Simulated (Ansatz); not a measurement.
Geometry relaxation, with input and output: Fe13Co3 (part 3 of 3)

Continued. System: Fe13Co3 (P4/mmm, 16 atoms in the cell). Method: DFT PBEsol, scalar-relativistic, plane waves, PAW, spin-polarised (Ansatz 0.2.0); cutoff 420 eV, 6×6×6 k-mesh, Gaussian smearing of 0.1 eV, collinear spins. The structure derives from a Materials Project entry. It belongs to a series of runs on one base structure; here: volume × 1.10, shape and atoms relaxed.

Geometry of the input (Å; fractional positions):
```
5.7835  0.0000  0.0000
0.0000  5.7835  0.0000
0.0000  0.0000  5.7729
Fe 0.5000  0.0000  0.5000
Fe 0.7496  0.2504  0.7506
Fe 0.2504  0.7496  0.2494
Fe 0.2504  0.7496  0.7506
Fe 0.2504  0.2504  0.7506
Fe 0.0000  0.0000  0.5000
Fe 0.7496  0.2504  0.2494
Fe 0.7496  0.7496  0.7506
Fe 0.7496  0.7496  0.2494
Fe 0.0000  0.5000  0.5000
Fe 0.5000  0.0000  0.0000
Fe 0.2504  0.2504  0.2494
Fe 0.0000  0.5000  0.0000
Co 0.0000  0.0000  0.0000
Co 0.5000  0.5000  0.5000
Co 0.5000  0.5000  0.0000
```

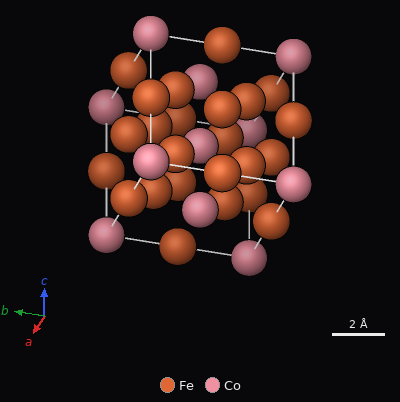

Fig. 1: The geometry at step 3 of the log (spheres-only view of the cell of the calculation, seen at an oblique angle).

## Output, continued
```
  k-point 2 ↑: bands = ["-78.8225", "-78.8216", "-78.8085", "-70.9861", "-70.9808", "-70.9773", "-70.9773", "-70.9752", "-70.9752", "-70.9733", "-70.9713", "-70.7276", "-70.7250", "-70.7189", "-70.6706", "-70.6682", "-42.2347", "-42.2148", "-42.2081", "-42.2081", "-42.2051", "-42.1995", "-42.1995", "-42.1846", "-42.1846", "-37.2518", "-37.2397", "-37.2345", "-37.2345", "-37.2206", "-37.2206", "-37.1967", "-37.1951", "-37.1951", "-37.1890", "-37.1876", "-37.1672", "-37.1497", "-37.1446", "-37.1426",
      "-37.1426", "-37.1360", "-37.1360", "-37.1336", "-37.1140", "-37.1048", "-37.1048", "-37.0650", "-37.0628", "-36.8921", "-36.8849", "-36.8849", "-36.8745", "-36.8745", "-36.8740", "-36.8552", "-36.8552", "-36.8485", "-36.8287", "-36.8287", "-36.8182", "-36.8099", "-36.8099", "-36.7891", "9.1282", "10.6088", "12.2148", "12.2892", "12.3086", "12.3086", "12.3704", "12.4186", "12.4186", "12.4459", "12.4499", "12.5318", "12.5354", "12.5387", "12.8281", "13.1374",
      "13.2215", "13.3186", "13.4986", "13.4986", "13.5291", "13.5291", "13.7263", "13.7844", "13.7844", "13.8573", "13.8745", "13.9690", "13.9690", "14.1190", "14.3022", "14.3022", "14.3035", "14.3591", "14.3591", "14.4775", "14.5535", "14.5535", "14.6390", "14.6390", "14.6748", "14.7319", "14.8094", "14.9066", "14.9066", "15.0680", "15.0760", "15.2120", "15.2616", "15.2789", "15.2789", "15.3506", "15.4187", "15.4187", "15.5384", "15.5384",
      "15.5700", "15.5700", "15.6448", "15.6448", "15.7047", "15.7747", "15.8043", "15.8604", "15.8648", "15.8686", "15.8847", "15.9295", "15.9695", "16.0522", "16.1443", "16.1839", "16.2004", "16.2004", "16.2845", "16.3467", "16.3467", "16.5336", "16.6808", "16.7642", "16.7642", "16.9025", "16.9548", "16.9700", "17.0130", "17.0130", "17.1923", "17.2760", "17.2760", "17.3115", "19.2624", "19.2624", "19.3649", "21.8722", "21.8722", "23.2635",
      "23.4908", "23.5633", "23.9980", "24.0558", "24.8742", "25.1058", "25.1058", "25.2032", "27.0924", "27.0924", "28.2755", "28.2755", "28.5906", "28.7662", "28.8504", "28.8504", "28.9436", "28.9964", "29.5721", "29.5721"]
  k-point 39 ↓: bands = ["-76.6049", "-76.5866", "-76.5830", "-67.9276", "-67.9276", "-67.9272", "-67.9272", "-67.9258", "-67.9231", "-67.9229", "-67.9228", "-67.8283", "-67.8283", "-67.8254", "-67.8254", "-67.7975", "-40.0628", "-40.0453", "-40.0409", "-40.0409", "-40.0255", "-40.0251", "-40.0251", "-40.0229", "-40.0229", "-34.2436", "-34.2423", "-34.2420", "-34.2401", "-34.2362", "-34.2360", "-34.2360", "-34.2325", "-34.2318", "-34.2318", "-34.2313", "-34.2251", "-34.2232", "-34.2182", "-34.2182",
      "-34.1727", "-34.1721", "-34.1721", "-34.1706", "-34.1705", "-34.1705", "-34.1678", "-34.1625", "-34.1625", "-34.0249", "-34.0218", "-34.0149", "-34.0124", "-34.0027", "-34.0027", "-34.0012", "-34.0011", "-34.0011", "-33.9949", "-33.9937", "-33.9933", "-33.9880", "-33.9785", "-33.9785", "11.9641", "11.9819", "12.0082", "12.1589", "12.1589", "12.1877", "12.1877", "12.2044", "15.0214", "15.0731", "15.0757", "15.0871", "15.1105", "15.1132", "15.1957", "15.1957",
      "15.2090", "15.2090", "15.2375", "15.2805", "15.2805", "15.3230", "15.3230", "15.3730", "15.4559", "15.4569", "15.5063", "15.5063", "15.5345", "15.5345", "15.5767", "15.6213", "15.6213", "15.8088", "15.8527", "15.8857", "15.8889", "15.8889", "15.9024", "15.9337", "15.9405", "15.9465", "15.9465", "15.9526", "15.9581", "15.9677", "15.9677", "15.9795", "18.0454", "18.0487", "18.0521", "18.0528", "18.0545", "18.0556", "18.3122", "18.3122",
      "18.3455", "18.3457", "18.3457", "18.3759", "18.3852", "18.4457", "18.4457", "18.6850", "18.6850", "18.6916", "18.7015", "18.7015", "18.7080", "18.7080", "18.7141", "18.7214", "18.7245", "18.7245", "18.7337", "18.7601", "18.7626", "18.7774", "18.7774", "18.7812", "18.9430", "18.9430", "19.0335", "19.0361", "19.0361", "19.0601", "19.0789", "19.1458", "24.3201", "24.4471", "24.4471", "24.4522", "24.4756", "24.4756", "24.4905", "24.5336",
      "24.5828", "24.5913", "24.6014", "24.6811", "24.6811", "24.7135", "24.7135", "24.7870", "26.1942", "26.2240", "26.2731", "26.5492", "26.5492", "26.6056", "26.6056", "26.6319", "32.6253", "32.6289", "32.6289", "32.6648"]
--- Relaxed structure (3 steps of the walk, 3 accepted, 1 SCFs on fresh bases) ---
  F+E_penalty+E_count = -73113.26670695 eV   max|allowed force component| = 4.753e-5 eV/Å   (the final SCF, on the basis selected at the relaxed cell)
  cell:  # Å, volume = 193.0931 Å³
    - [5.782158574719488, 3.793991253496766e-34, -1.2429838011456072e-32]
    - [3.793991253496766e-34, 5.782158574719488, 5.721097921939567e-34]
    - [-1.2407082301661767e-32, 5.710624121404398e-34, 5.775461952339878]
  atoms:
    - { symbol: Fe, position: [0.5, 1.1716631763881502e-21, 0.49999999999999994] }
    - { symbol: Fe, position: [0.7493614815958846, 0.2506385184041156, 0.7509680894861859] }
    - { symbol: Fe, position: [0.2506385184041156, 0.7493614815958846, 0.24903191051381385] }
    - { symbol: Fe, position: [0.2506385184041156, 0.7493614815958846, 0.7509680894861859] }
    - { symbol: Fe, position: [0.2506385184041156, 0.2506385184041156, 0.7509680894861859] }
    - { symbol: Fe, position: [-6.02558394277643e-35, 1.1716631763881397e-21, 0.49999999999999994] }
    - { symbol: Fe, position: [0.7493614815958846, 0.2506385184041156, 0.24903191051381385] }
    - { symbol: Fe, position: [0.7493614815958846, 0.7493614815958846, 0.7509680894861859] }
    - { symbol: Fe, position: [0.7493614815958846, 0.7493614815958846, 0.24903191051381385] }
    - { symbol: Fe, position: [2.8333211955172074e-36, 0.5, 0.49999999999999994] }
    - { symbol: Fe, position: [0.5, 1.1716631763881675e-21, 2.3476242250028957e-21] }
    - { symbol: Fe, position: [0.2506385184041156, 0.2506385184041156, 0.24903191051381385] }
    - { symbol: Fe, position: [-5.0365637894488446e-36, 0.5, 2.347624225002892e-21] }
    - { symbol: Co, position: [1.2329215474897773e-35, 1.1716631763881558e-21, 2.347624225002892e-21] }
    - { symbol: Co, position: [0.5, 0.5, 0.49999999999999994] }
    - { symbol: Co, position: [0.5, 0.5, 2.3476242250028973e-21] }
--- Löwdin populations: 16 sites ---
  site symbol       q [e]    m [muB]
     0     Fe     15.7943     2.5289
     1     Fe     15.7550     2.6629
     2     Fe     15.7550     2.6629
     3     Fe     15.7550     2.6629
     4     Fe     15.7550     2.6629
     5     Fe     15.7864     2.5445
     6     Fe     15.7550     2.6629
     7     Fe     15.7550     2.6629
     8     Fe     15.7550     2.6629
     9     Fe     15.7943     2.5289
    10     Fe     15.8111     2.4851
    11     Fe     15.7550     2.6629
    12     Fe     15.8111     2.4851
    13     Co     16.7276     1.7877
    14     Co     16.7375     1.7776
    15     Co     16.7431     1.7803
  spilling = 0.014496 (of n_electrons = 259.000000)
```

## Trajectory as extended XYZ (Å, eV, eV/Å), 4 frames, from step=1 to step=4
```
16
Lattice="5.7835 0.0000 0.0000 0.0000 5.7835 0.0000 0.0000 0.0000 5.7729" Properties=species:S:1:pos:R:3:forces:R:3 step=1 energy=-73113.26621 pressure_GPa=-16.02
Fe    2.8917    0.0000    2.8864    0.0000   0.0000   0.0000
Fe    4.3355    1.4480    4.3330   -0.0197   0.0197   0.0265
Fe    1.4480    4.3355    1.4399    0.0197  -0.0197  -0.0265
Fe    1.4480    4.3355    4.3330    0.0197  -0.0197   0.0265
Fe    1.4480    1.4480    4.3330    0.0197   0.0197   0.0265
Fe    0.0000    0.0000    2.8864    0.0000   0.0000   0.0000
Fe    4.3355    1.4480    1.4399   -0.0197   0.0197  -0.0265
Fe    4.3355    4.3355    4.3330   -0.0197  -0.0197   0.0265
Fe    4.3355    4.3355    1.4399   -0.0197  -0.0197  -0.0265
Fe    0.0000    2.8917    2.8864    0.0000   0.0000   0.0000
Fe    2.8917    0.0000    0.0000    0.0000   0.0000   0.0000
Fe    1.4480    1.4480    1.4399    0.0197   0.0197  -0.0265
Fe    0.0000    2.8917    0.0000    0.0000   0.0000   0.0000
Co    0.0000    0.0000    0.0000    0.0000   0.0000   0.0000
Co    2.8917    2.8917    2.8864    0.0000   0.0000   0.0000
Co    2.8917    2.8917    0.0000    0.0000   0.0000   0.0000
16
Lattice="5.7828 0.0000 0.0000 0.0000 5.7828 0.0000 0.0000 0.0000 5.7742" Properties=species:S:1:pos:R:3:forces:R:3 step=2 energy=-73113.26662 pressure_GPa=-16.01
Fe    2.8914    0.0000    2.8871    0.0000   0.0000   0.0000
Fe    4.3341    1.4487    4.3352   -0.0085   0.0085   0.0119
Fe    1.4487    4.3341    1.4390    0.0085  -0.0085  -0.0119
Fe    1.4487    4.3341    4.3352    0.0085  -0.0085   0.0119
Fe    1.4487    1.4487    4.3352    0.0085   0.0085   0.0119
Fe    0.0000    0.0000    2.8871    0.0000   0.0000   0.0000
Fe    4.3341    1.4487    1.4390   -0.0085   0.0085  -0.0119
Fe    4.3341    4.3341    4.3352   -0.0085  -0.0085   0.0119
Fe    4.3341    4.3341    1.4390   -0.0085  -0.0085  -0.0119
Fe    0.0000    2.8914    2.8871    0.0000   0.0000   0.0000
Fe    2.8914    0.0000    0.0000    0.0000   0.0000   0.0000
Fe    1.4487    1.4487    1.4390    0.0085   0.0085  -0.0119
Fe    0.0000    2.8914    0.0000    0.0000   0.0000   0.0000
Co    0.0000    0.0000    0.0000    0.0000   0.0000   0.0000
Co    2.8914    2.8914    2.8871    0.0000   0.0000   0.0000
Co    2.8914    2.8914    0.0000    0.0000   0.0000   0.0000
16
Lattice="5.7822 0.0000 0.0000 0.0000 5.7822 0.0000 0.0000 0.0000 5.7755" Properties=species:S:1:pos:R:3:forces:R:3 step=3 energy=-73113.26672 pressure_GPa=-16.00
Fe    2.8911    0.0000    2.8877    0.0000   0.0000   0.0000
Fe    4.3329    1.4492    4.3372    0.0000   0.0000   0.0000
Fe    1.4492    4.3329    1.4383    0.0000   0.0000   0.0000
Fe    1.4492    4.3329    4.3372    0.0000   0.0000   0.0000
Fe    1.4492    1.4492    4.3372    0.0000   0.0000   0.0000
Fe    0.0000    0.0000    2.8877    0.0000   0.0000   0.0000
Fe    4.3329    1.4492    1.4383    0.0000   0.0000   0.0000
Fe    4.3329    4.3329    4.3372    0.0000   0.0000   0.0000
Fe    4.3329    4.3329    1.4383    0.0000   0.0000   0.0000
Fe    0.0000    2.8911    2.8877    0.0000   0.0000   0.0000
Fe    2.8911    0.0000    0.0000    0.0000   0.0000   0.0000
Fe    1.4492    1.4492    1.4383    0.0000   0.0000   0.0000
Fe    0.0000    2.8911    0.0000    0.0000   0.0000   0.0000
Co    0.0000    0.0000    0.0000    0.0000   0.0000   0.0000
Co    2.8911    2.8911    2.8877    0.0000   0.0000   0.0000
Co    2.8911    2.8911    0.0000    0.0000   0.0000   0.0000
16
Lattice="5.7822 0.0000 0.0000 0.0000 5.7822 0.0000 0.0000 0.0000 5.7755" Properties=species:S:1:pos:R:3:forces:R:3 step=4 energy=-73113.26671 pressure_GPa=-16.00
Fe    2.8911    0.0000    2.8877    0.0000   0.0000   0.0000
Fe    4.3329    1.4492    4.3372    0.0000   0.0000   0.0000
Fe    1.4492    4.3329    1.4383    0.0000   0.0000   0.0000
Fe    1.4492    4.3329    4.3372    0.0000   0.0000   0.0000
Fe    1.4492    1.4492    4.3372    0.0000   0.0000   0.0000
Fe    0.0000    0.0000    2.8877    0.0000   0.0000   0.0000
Fe    4.3329    1.4492    1.4383    0.0000   0.0000   0.0000
Fe    4.3329    4.3329    4.3372    0.0000   0.0000   0.0000
Fe    4.3329    4.3329    1.4383    0.0000   0.0000   0.0000
Fe    0.0000    2.8911    2.8877    0.0000   0.0000   0.0000
Fe    2.8911    0.0000    0.0000    0.0000   0.0000   0.0000
Fe    1.4492    1.4492    1.4383    0.0000   0.0000   0.0000
Fe    0.0000    2.8911    0.0000    0.0000   0.0000   0.0000
Co    0.0000    0.0000    0.0000    0.0000   0.0000   0.0000
Co    2.8911    2.8911    2.8877    0.0000   0.0000   0.0000
Co    2.8911    2.8911    0.0000    0.0000   0.0000   0.0000
```

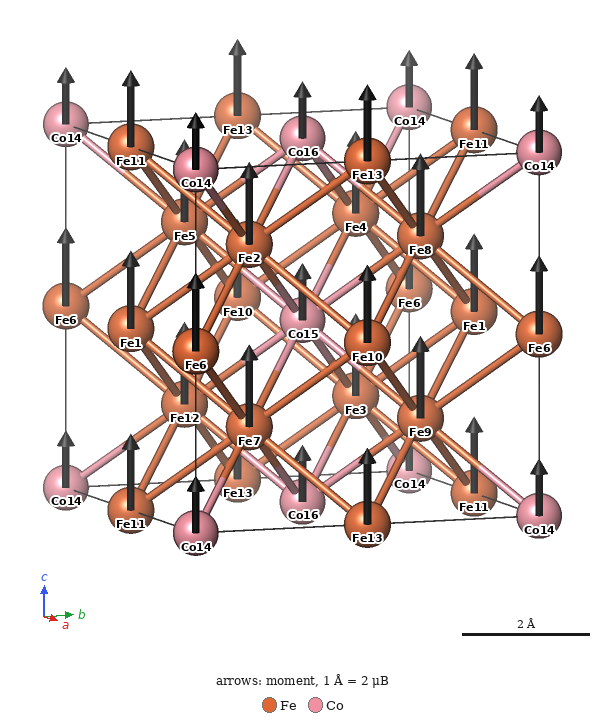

Fig. 2: Magnetic moments of the sites as black arrows (ball-and-stick view of the cell of the calculation, seen slightly off an axis; atoms are numbered from 1 in the order of the input); small moments hardly show. The run is collinear, so the axis drawn is arbitrary. Site moments: Fe2, Fe3, Fe4, Fe5, Fe7, Fe8 and 2 more (2.62 μB); Fe6 (2.51 μB); Fe1, Fe10 (2.48 μB); Fe11, Fe13 (2.44 μB); Co14, Co15 (1.82 μB); Co16 (1.81 μB). They are counted near the atoms and needn't add up to the moment of the cell.

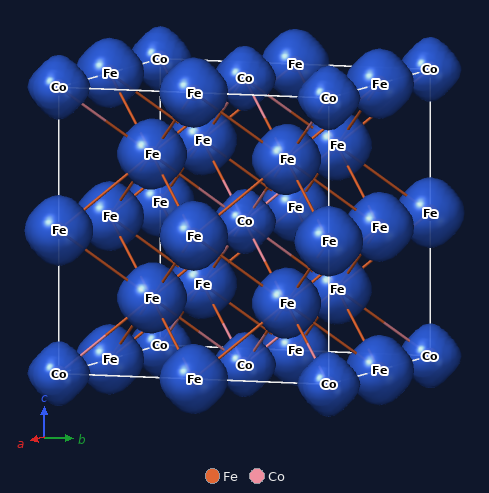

Fig. 3: Isosurface of the spin density at +0.5 e/Å³ (blue), seen slightly off an axis. Sticks mark near contacts. The outline is the cell set on symmetry axes. The cell of the calculation (16 atoms) carries 37.9 μB net. The fields are those of the smooth PAW valence density.

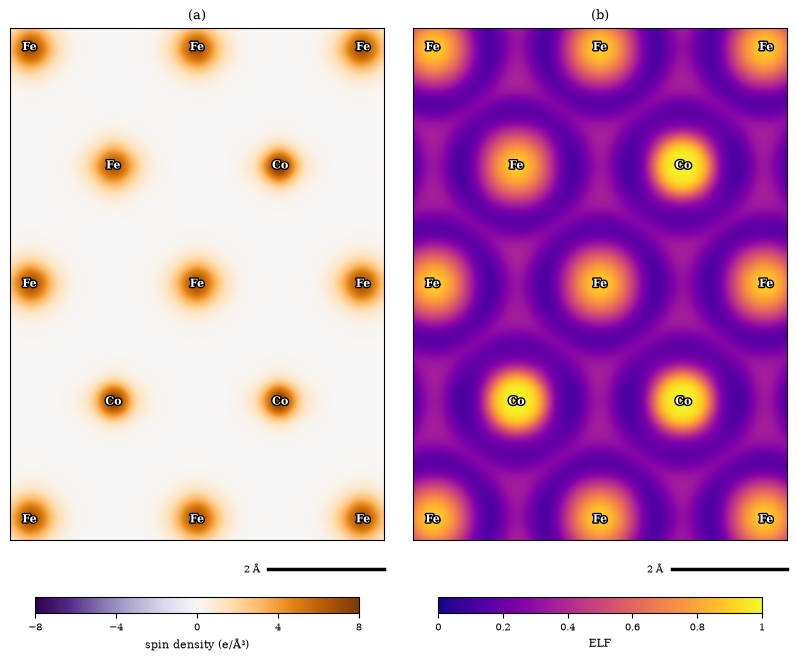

Fig. 4: (a) spin density; (b) electron localisation function on the (110) plane of the conventional cell. Fe–Co (2.50 Å): the ELF is about 0.25 at the midpoint (no shared electron pair). Fe–Fe (2.51 Å): the ELF is about 0.25 at the midpoint; no shared electron pair. The strong features right at Fe and Co lie inside the PAW spheres (semicore, d or f shells) and say nothing about bonding. The cell of the calculation (16 atoms) carries 37.9 μB net.

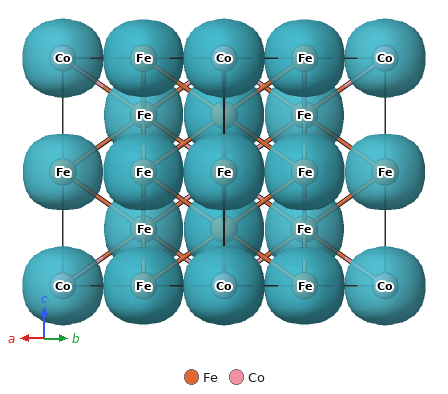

Fig. 5: Isosurface of the valence pseudo-density at 0.4 e/Å³ (cyan), seen along [110]. Sticks mark near contacts. The outline is the cell set on symmetry axes. At this value the density breaks into separate islands; it holds about 85 % of the electrons treated as valence (semicore included). It is pinched off along the Fe–Co (2.50 Å) and Fe–Fe (2.50 Å) contacts. On the grid the lowest density along these lines, outside the cores, is 0.33 e/Å³ (Fe–Co, 2.50 Å) and 0.33 e/Å³ (Fe–Fe, 2.50 Å).

## Results in brief

```csv
quantity,value
outcome,converged
space group (tolerance 0.01 Å),P4/mmm (123)
electrons treated,259
free energy,−73113.2667 eV
Fermi energy,17.015 eV
gap on the k-point mesh,none (metallic)
net moment of the cell,37.93 μB
integrated absolute moment,40.08 μB
pressure,−16.00 GPa
final volume,193.09 Å³
largest force (length of the vector) at the end,under 0.001 eV/Å
final cell,"a = 5.782 Å, b = 5.782 Å, c = 5.775 Å, α = 90.00°, β = 90.00°, γ = 90.00°"
hardware,"4 threads of Intel Xeon (Granite Rapids), 192 GiB of memory available, shared host"
wall time,2.9 min (CPU time 11 min)
peak memory,2.6 GiB
```

## Notes

The cell is under a tension of 16.0 GPa at this level, so it is not at its equilibrium volume.
